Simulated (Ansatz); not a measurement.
Consider IrO.

Input file:

```
crystal:
  lattice:
    - [0.0, 2.3648116834, 2.3648116834]
    - [2.3648116834, 0.0, 2.3648116834]
    - [2.3648116834, 2.3648116834, 0.0]
  atoms:
    - { symbol: Ir, position: [0.0, 0.0, 0.0] }
    - { symbol: O, position: [0.25, 0.25, 0.25] }
basis:
  ecutwfc: 500
kpoints:
  mp_grid: { grid: [16, 16, 16] }
hamiltonian:
  xc: r2scan
scf:
  occupations: { method: gaussian, width: 0.1 }
output:
  forces: true
  stress: true
  eigenvalues: true
  write_density: true
  write_potential: true
  elf: true
  volumetric_format: npy
```

Command:

```sh
ansatz run input.yaml --threads 1 --pin off --max-ram 2560MiB --backend cpu --events-out ev --progress --plain --runs-dir out
```

Below, planes, directions and counts refer to the conventional cell (a = 4.73 Å, b = 4.73 Å, c = 4.73 Å, α = 90.00°, β = 90.00°, γ = 90.00°).

Space group F-43m; started from the zinc blende prototype, which need not be the ambient phase; computed without spin polarisation.

All numbers below come from DFT r2SCAN, scalar-relativistic, plane waves, PAW in Ansatz.

Q: Predict the valence pseudo-density and electron localisation function between the atoms.

A: Ir–O (2.05 Å): ρ at the midpoint is about 0.85 e/Å³; the ELF peaks at about 0.85 in the valence shell of O, 0.6 Å from its nucleus, and drops to about 0.20 between the two atoms: no localised pair shows between them.

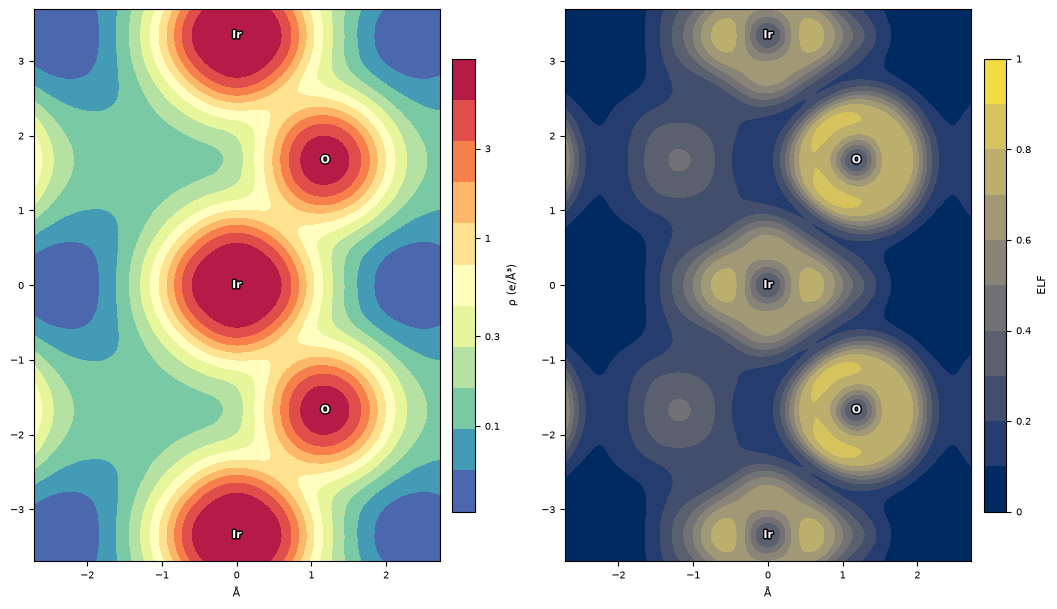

Computed valence pseudo-density and electron localisation function on the (011) plane of the conventional cell, in this order. 

In a PAW calculation such maps are meaningful between the atoms, not at the nuclei.
